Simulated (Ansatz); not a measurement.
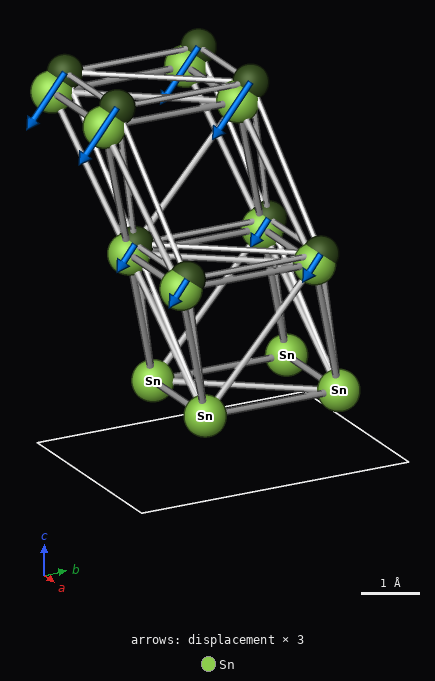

This is a constrained relaxation of a slab of composition Sn (cut from the I4/mmm phase). The starting structure is drawn faded, the final one solid; blue arrows show the displacements, magnified 3 times.

The picture is a ball-and-stick view of the cell of the calculation, outlined in the plane, without the vacuum, seen slightly off an axis.

Case: clean slab, lower half held. The slab is the (1 0 1) face of Sn. 4 atoms are held fixed.

These are results of DFT PBE, scalar-relativistic, plane waves, PAW in Ansatz 0.2.0, not measurements. Settings: plane-wave cutoff 420 eV; k-point mesh 5 × 5 × 1; occupations gaussian; smearing width 0.1 eV; no spin polarisation; dipole correction; atoms relaxed in a fixed cell; force threshold 0.03 eV/Å; at most 70 steps.

**What happened in the run?**

The energy falls by 0.140 eV per cell of the calculation in 4 geometry steps. The largest force component goes from 0.22 to 0.0062 eV/Å. The largest moves, 0.41 Å, are those of Sn atoms. The cell doesn't change. Near-neighbour distances that change, for instance: Sn–Sn 3.481 → 3.277 Å, Sn–Sn 3.375 → 3.272 Å. Among the angles between lasting bonds that change: Sn–Sn–Sn 117.9° → 120.9°, Sn–Sn–Sn 62.1° → 59.1°, Sn–Sn–Sn 62.1° → 64.4°. Cost: 3.3 min on 4 threads of Intel(R) Xeon(R) Processor @ 2.50GHz (Skylake/Cascade Lake) (shared host), peak memory 2.2 GiB.
